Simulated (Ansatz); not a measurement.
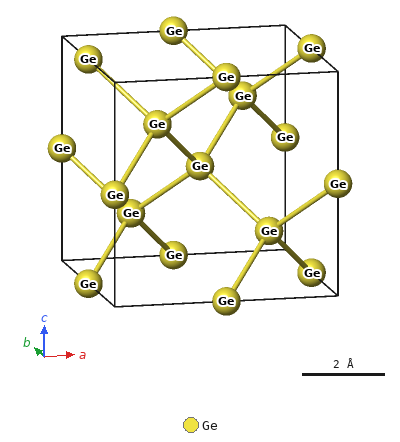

Fig. 1: The structure as given in the input (ball-and-stick view of the cell 4 times as large as that of the calculation, set on its symmetry axes, seen slightly off an axis). An atom can appear more than once, as a periodic image. Near neighbours in the periodic cell (some may lie outside the picture): Ge has 4 Ge at 2.45 Å.

**Ge: single-point calculation**

- system: Ge (Fd-3m, 2 atoms in the cell)
- method: DFT PBE+D3(BJ), scalar-relativistic, plane waves, PAW, no spin polarisation (Ansatz 0.2.0)

The structure derives from an entry of the Crystallography Open Database.

The program's output:
```
Engine: ansatz 0.2.0, aarch64-unknown-linux-gnu
Pseudopotentials: kind: paw
Pseudopotential: Ge, paw, valence charge 14, recommended cutoff 420 eV (normal), Ge.paw.azcp
Functional definition: PBE
  parameter kappa = 0.804
  parameter beta = 0.06672455060314922
  exchange = pbe_x(kappa = kappa, mu = beta*pi^2/3)
  correlation = pbe_c(beta = beta)
Crystal: 2 atoms, lattice volume = 45.271 Å³
Basis set: ecut = 420 eV, 893 PW (Γ), exchange–correlation on 54×54×54 points (8 copies of the dense FFT grid, shifted against one another)
Bands: 18, of which v1, the nominal top of the filled ones, is band 14 counted from 1 (13 counted from 0)
Symmetry: 48 space group operations
Space group: Fd-3m (ITA 227), of the structure as read, at distance tolerance 3.6e-5 Å
k-points: 16 of 216
Non-local potential: Ge, projectors of the file, l = 0: 2, l = 1: 2, l = 2: 3, l = 3: 1
PAW form: soft (Blöchl's): semilocal exchange-correlation on the pseudo side does not see the compensation charge
PAW one-centre angular grid: Ge, 590 points (default); XC on 64 Gauss nodes
Initial density: superposition of atomic densities (neutral atoms: chi_scale 0, normalization atom), corrected by the library's trained network
Initial wavefunctions: pseudopotential atomic-orbital guess
Functional: x = pbe(κ = 0.804, μ = 0.2195149727645171), c = pbe(β = 0.06672455060314922)
SCF iter   1: F=—  HF=-8590.491032 eV  |F-HF|=—  |Δ(HF+E_count)|=         —  Δρ=9.43e-4  dr2=2.99e-4  ethr=1.77e-3  ⟨swp⟩=5.6  Hψ=1324  notcnv=0
preconditioner: auto → none  [insulator: Δε(μ)=0.148 eV  Ē_g=23.448 eV  σ=0.100 eV  W_gap=0.56  n_scr=14 (ndim 8)  ℏωp=29.2 eV  f_vac=0.074  D(μ)=0.21/eV (n_scr^D=0)  ε∞_Penn≈2.6]
SCF iter   2: F=—  HF=-8590.490545 eV  |F-HF|=—  |Δ(HF+E_count)|=   4.86e-4  Δρ=6.83e-4  dr2=1.09e-4  ethr=1.07e-6  ⟨swp⟩=2.0  Hψ=628  notcnv=0
SCF iter   3: F=—  HF=-8590.490494 eV  |F-HF|=—  |Δ(HF+E_count)|=   5.13e-5  Δρ=3.34e-4  dr2=2.72e-5  ethr=3.90e-7  ⟨swp⟩=2.0  Hψ=501  notcnv=0
SCF iter   4: F=—  HF=-8590.490541 eV  |F-HF|=—  |Δ(HF+E_count)|=   4.64e-5  Δρ=1.21e-4  dr2=3.51e-6  ethr=9.73e-8  ⟨swp⟩=2.0  Hψ=514  notcnv=0
SCF iter   5: F=—  HF=-8590.490537 eV  |F-HF|=—  |Δ(HF+E_count)|=   3.61e-6  Δρ=4.55e-5  dr2=4.32e-7  ethr=1.25e-8  ⟨swp⟩=2.0  Hψ=495  notcnv=0
SCF iter   6: F=-8590.490536 eV  HF=-8590.490537 eV  |F-HF|=5.51e-8  |Δ(HF+E_count)|=   4.74e-7  Δρ=1.08e-5  dr2=2.16e-8  ethr=3.57e-10  ⟨swp⟩=5.0  Hψ=1302  notcnv=0
SCF 1 converged in 6 iterations: F = -8590.490536 eV  dr2 = 2.16e-8
  greatest PAW one-centre occupation: 0.998 electrons in one spin orbital (limit 2), on the Ge atom at site 1 (counted from 0), in its partial waves of l = 2
SCF converged after 6 iterations
Free energy (F): -8590.490536 eV
Harris-Foulkes:  -8590.490537 eV  (|F-HF|=5.51e-8)
Internal energy: -8590.489481 eV  (E = F + TS)
E sigma→0 (E₀):  -8590.490009 eV
Entropy (-TS):   -0.001055 eV (-0.528 meV/atom)
Fermi energy:    8.637067 eV
--- Per-component energies (eV) ---
  E_band       = -297.957004
  E_kinetic    = 223.337578
  E_local      = -4941.236131  (includes V_loc(G=0)·N_el)
  E_nonlocal   = 837.390355
  E_hartree    = 2169.205208
  E_xc         = -151.291823
  E_vxc        = -129.434386  (∫ρ·V_xc dr)
  E_paw        = -4040.033216  (= ΣΔE_a)
  E_vpaw       = -626.414110  (= ΣTr[D̂ρ^β])
  E_aug_tail   = 0.000715  (compensation charges beyond the density's cutoff)
  E_ewald      = -2687.267698
  E_disp       = -0.594469  (pairwise vdW)
  E_smearing   = -0.001055  (= −TS)
  E_closure    = 0.000000  (closes the sum)
  Σ components = -8590.490536   (vs F -8590.490536, Δ=0.00e0)
--- Forces (eV/Å), atoms counted from 1 ---
  atom   1  Ge    -0.00000000    -0.00000000    -0.00000000
  atom   2  Ge     0.00000000    -0.00000000    -0.00000000
  max |Σ_I F_I| component: 2.78e-17 eV/Å
--- Stress (GPa, compression-positive) ---
        1.518307      -0.000000      -0.000000
        0.000000       1.518307      -0.000000
       -0.000000       0.000000       1.518307
  P = ⅓ Tr σ = 1.5183 GPa (15.183 kbar)
--- Band table (eV; the first three rows and the last of 16) ---
  k-point 0: bands = ["-16.2117", "-16.2117", "-16.2117", "-16.1763", "-16.1763", "-15.9644", "-15.9644", "-15.9644", "-15.9515", "-15.9515", "-4.1879", "8.5876", "8.5876", "8.5876", "8.6195", "11.1332", "11.1332", "11.1332"]
  k-point 1: bands = ["-16.2237", "-16.2237", "-16.2074", "-16.1587", "-16.1587", "-15.9818", "-15.9818", "-15.9695", "-15.9371", "-15.9371", "-3.8514", "5.4196", "8.0648", "8.0648", "9.5438", "11.8253", "11.8253", "12.7459"]
  k-point 2: bands = ["-16.2339", "-16.2339", "-16.1986", "-16.1396", "-16.1396", "-15.9962", "-15.9962", "-15.9798", "-15.9266", "-15.9266", "-2.9184", "2.4991", "7.4193", "7.4193", "8.9945", "12.3568", "12.3568", "15.6241"]
  k-point 15: bands = ["-16.2566", "-16.2566", "-16.1305", "-16.1305", "-16.0648", "-16.0648", "-16.0282", "-16.0282", "-15.9003", "-15.9003", "-0.2272", "-0.2272", "4.8554", "4.8554", "11.2836", "11.2836", "15.1553", "15.1553"]
```

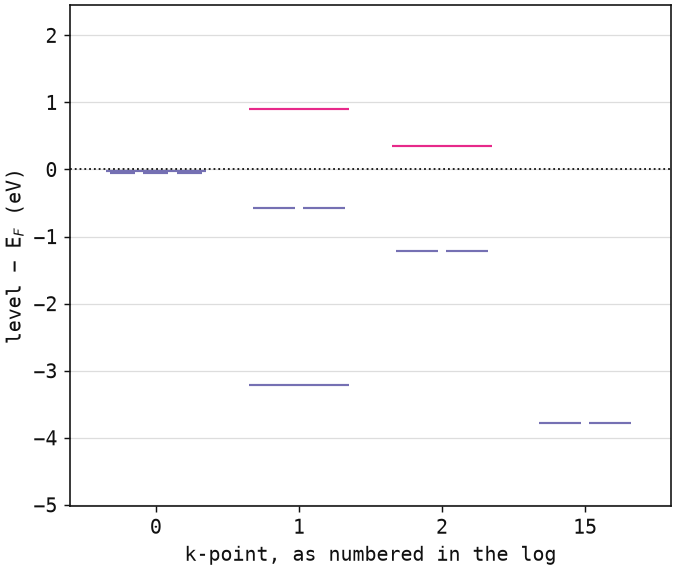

Fig. 2: Kohn–Sham levels near the Fermi level (dotted) at the few k-points that the log prints; levels within 0.02 eV of each other stand side by side. The system is metallic on the full mesh.

The run was set up as follows.

Input:
```yaml
crystal:
  lattice:
    - [0.0, 2.82877, 2.82877]
    - [2.82877, 0.0, 2.82877]
    - [2.82877, 2.82877, 0.0]
  atoms:
    - { symbol: Ge, position: [0.5, 0.5, 0.5] }
    - { symbol: Ge, position: [0.75, 0.75, 0.75] }
basis:
  ecutwfc: 420
kpoints:
  mp_grid: { grid: [6, 6, 6] }
hamiltonian:
  xc: pbe
  dispersion: d3bj
scf:
  occupations: { method: gaussian, width: 0.1 }
output:
  forces: true
  stress: true
  eigenvalues: true
```

Command:
```bash
ansatz run input.yaml --threads 8 --pin off --max-ram 20480MiB --backend cpu --events-out ev --progress --plain --runs-dir out
```

Results in brief:

```json
{"quantity": "outcome", "value": "converged"}
{"quantity": "space group (tolerance 0.01 Å)", "value": "Fd-3m (227)"}
{"quantity": "electrons treated", "value": "28"}
{"quantity": "free energy", "value": "−8590.4905 eV"}
{"quantity": "Fermi energy", "value": "8.637 eV"}
{"quantity": "gap on the k-point mesh", "value": "0.03 eV by band count, under the smearing"}
{"quantity": "pressure", "value": "1.52 GPa"}
{"quantity": "largest force (length of the vector)", "value": "under 0.001 eV/Å"}
{"quantity": "hardware", "value": "8 threads of Arm Neoverse N1, 24 GiB of memory available, shared host"}
{"quantity": "peak memory", "value": "0.31 GiB"}
```
